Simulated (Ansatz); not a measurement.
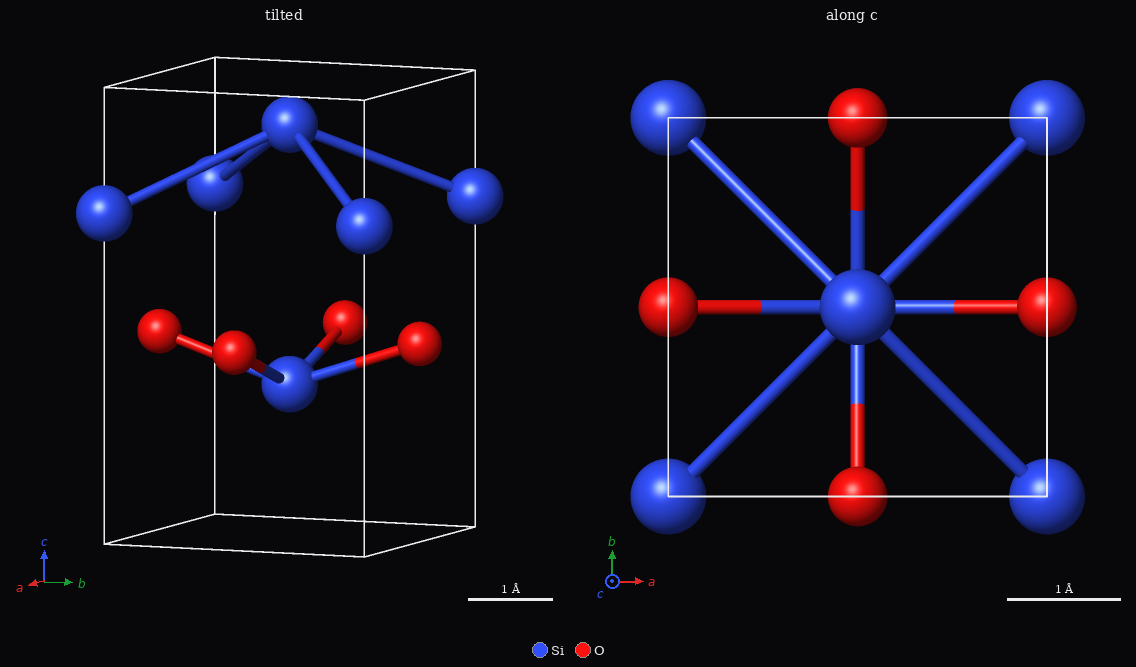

We look at a ball-and-stick model of the crystal slightly off an axis and along the c axis. The conventional unit cell is drawn as a box. Cell: a = 3.37 Å, b = 3.37 Å, c = 5.48 Å, α = 90.00°, β = 90.00°, γ = 90.00°.

The model was built from a random cell made by a generator, so it need not be a real form of the compound. Earlier steps of the study, as a rule a relaxation of our own, may have changed the cell and positions, so they can lie some per cent off the listed ones. It was the input of a calculation with Ansatz.

What is this?

Answer. The stoichiometry is Si3O2. Space group: P4mm (No. 99). Lattice: primitive tetragonal. The cell comprises 1 formula unit: 3 Si, 2 O. Coordination numbers (contacts within bonding distance): Si 4 to 5 (mean 4.7) and O 2.

Setup: DFT PBE, scalar-relativistic, plane waves, PAW in Ansatz; a kinetic-energy cutoff of 420 eV, Brillouin-zone sampling on a 12×12×8 mesh, Gaussian smearing of 0.1 eV, no spin polarisation.

Is the electronic structure metallic or gapped?

Answer. A metal: bands cross the Fermi level.

How are the electrons shared out in a Bader analysis?

Answer. Si -0.03 to +2.39 e; O -1.57 e.

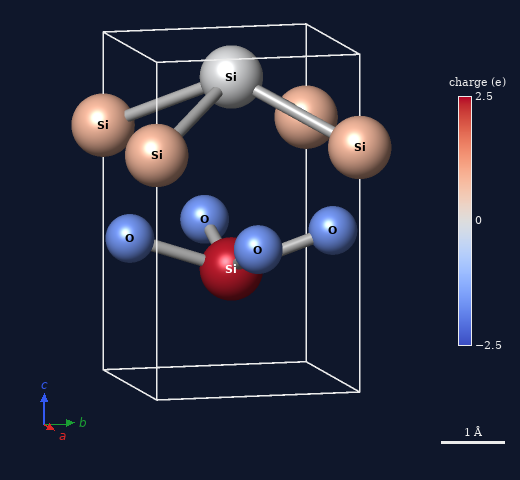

The atoms coloured by those charges. The run's cell of 5 atoms is drawn.

Is this an equilibrium geometry for the method given?

Answer. Yes. All forces vanish to within 0.01 eV/Å. The pressure is 0.0 GPa, close to zero.
